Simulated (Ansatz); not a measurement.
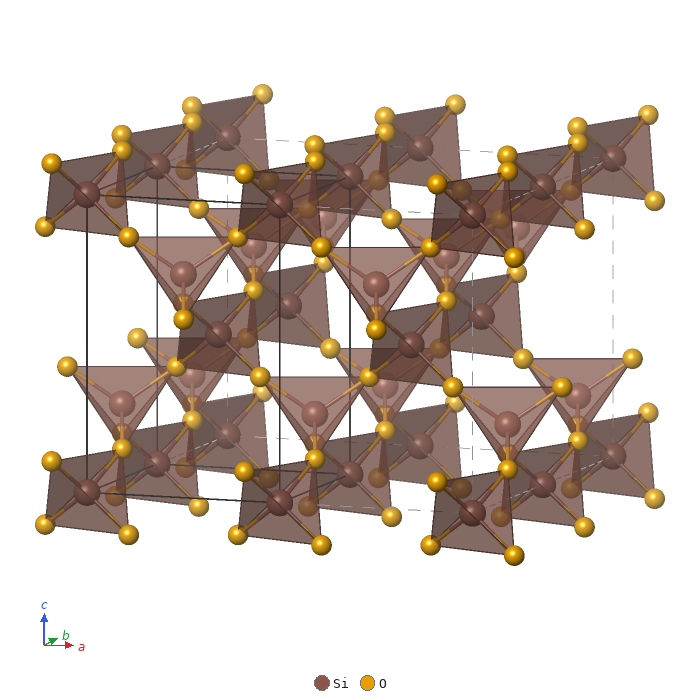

Polyhedra are drawn about Si (bonds: O–Si below 1.8 Å); other atoms are plain spheres.

System SiO2 (space group I-42d, No. 122); source of the atomic positions: the end point of a relaxation with Ansatz, DFT PBE, scalar-relativistic, plane waves, PAW.

**What figure surrounds each Si atom, and what does it share with the other drawn polyhedra?**

Si: SiO4 tetrahedron, sharing corners with four neighbours.

**How do these polyhedra hang together as a whole?**

They form a three-dimensional framework of corner-sharing tetrahedra.

**Give the Qⁿ label of each tetrahedral site (n: corners shared with another such tetrahedron).**

Qⁿ labels: Si Q⁴.
